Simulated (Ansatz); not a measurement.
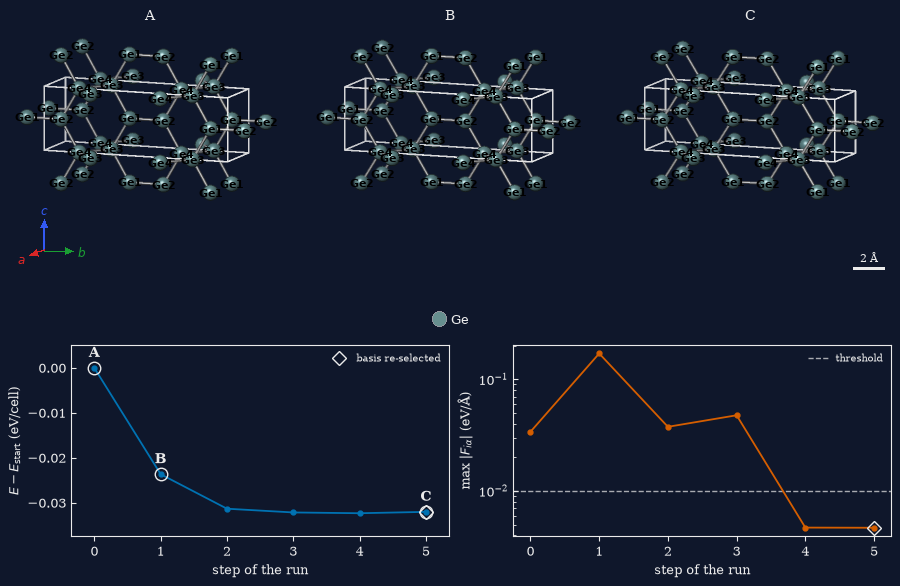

Frames of a relaxation of a crystal of Ge (a generated structure, set up in Cmmm), marked on the history of the run. Style: ball-and-stick. Shown: the conventional cell (2 times the calculation's cell), slightly off an axis. Lengths and directions refer to the drawn axes.

Computed with DFT PBE, scalar-relativistic, plane waves, PAW (Ansatz 0.2.0). (plane-wave cutoff 420 eV; k-point mesh 12 × 12 × 12; occupations gaussian; smearing width 0.1 eV; no spin polarisation; cell and atoms relaxed; force threshold 0.01 eV/Å; at most 80 steps)

**What happens along the run?**

The largest moves relative to the cell, 0.020 Å, are those of Ge1 and Ge2. Ge1 goes along +b. The drawn cell changes as follows: a 3.875 → 3.743 Å (−3.4 %), b 12.919 → 13.382 Å (+3.6 %), c 4.259 → 4.154 Å (−2.5 %); the volume changes by −2.4 %. Some distances before and after: Ge1–Ge2 2.393 → 2.438 Å, Ge3–Ge4 2.475 → 2.456 Å, Ge1–Ge3 2.476 → 2.467 Å. Among the angles between lasting bonds that change: Ge3–Ge1–Ge3 118.6° → 114.7°, Ge4–Ge3–Ge4 103.0° → 99.3°. The space group stays Cmmm (No. 65). The energy falls by 32.0 meV per cell of the calculation in 4 accepted moves (5 points after the start). The largest force component goes from 0.034 to 0.0047 eV/Å. The pressure goes from −0.29 to 0.01 GPa. At 1 point the geometry stayed and the basis and grid were re-selected for the new cell (energy shift of 0.3 meV per cell of the calculation at most each time). From step 0 to 1: Ge atoms move most (0.02 Å), volume −1.3 %, energy −23.6 meV per cell of the calculation. From step 1 to 5: volume −1.1 %, energy −8.4 meV per cell of the calculation.
